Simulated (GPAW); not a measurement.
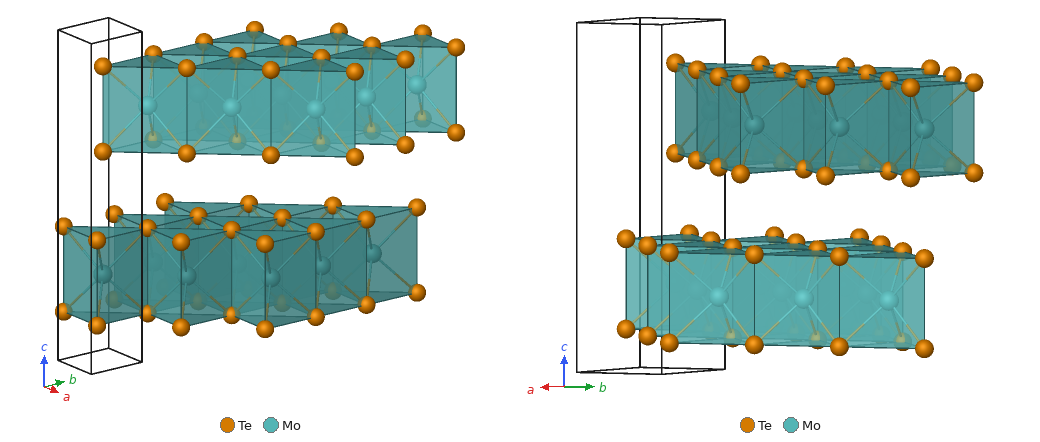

Polyhedra are drawn about Mo (bonds: Mo–Te below 3.1 Å); other atoms are plain spheres. Two views of the same piece.

System Te₂Mo (space group P6_3/mmc, No. 194); source of the atomic positions: an entry of the Crystallography Open Database, as set up for an electronic-structure calculation.

> What figure surrounds each Mo atom, and what does it share with the other drawn polyhedra?

Mo: MoTe6 trigonal prism, sharing edges with six neighbours.

> What is the connectivity of the polyhedra: isolated, groups, chains, layers or framework?

They form layers of edge-sharing trigonal prisms parallel to (001).

> How far apart are the centres of linked polyhedra?

Centre to centre across a shared edge: 3.52 Å.
